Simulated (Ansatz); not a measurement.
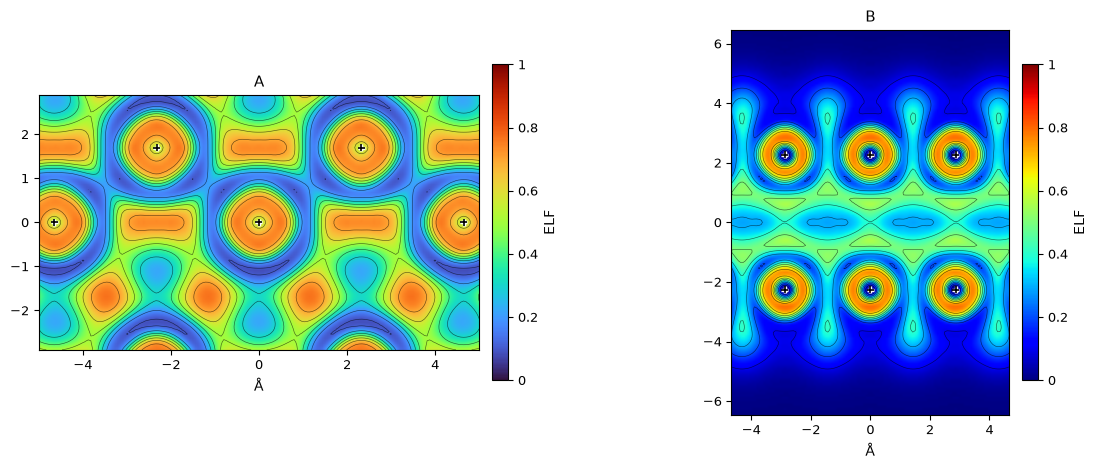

The electron localisation function of 2 systems, each on a plane through atoms (crosses mark nuclei in the plane).

Level of theory: DFT PBE, scalar-relativistic, plane waves, PAW in Ansatz.

System 1: Ti, the (110) plane of the conventional cell. Space group P6₃/mmc; computed without spin polarisation; PAW files of the earlier set (soft_1).

```
CELL_PARAMETERS angstrom
2.93816 0.00000 0.00000
-1.46908 2.54452 0.00000
0.00000 0.00000 4.65047
ATOMIC_POSITIONS crystal
Ti 0.33333 0.66667 0.25000
Ti 0.66667 0.33333 0.75000
```

System 2: Ta (slab), the (100) plane of the calculation cell, a cut from vacuum to vacuum. Computed without spin polarisation; PAW files of the earlier set (soft_1).

```
CELL_PARAMETERS angstrom
2.87431 0.00000 0.00000
-0.95810 2.70993 0.00000
0.00000 0.00000 18.69373
ATOMIC_POSITIONS crystal
Ta 0.50000 0.50000 0.37446
Ta 0.00000 0.00000 0.49555
Ta 0.50000 0.50000 0.61661
```

> Which map belongs to which system?

Panel A is system 1, Ti: the plane holds Ti. Ti–Ti (2.88 Å): the ELF is about 0.20 at the midpoint; no localised pair shows between them. Panel B is system 2, Ta: the plane holds Ta. Ta–Ta (2.87 Å): the ELF is about 0.35 at the midpoint.
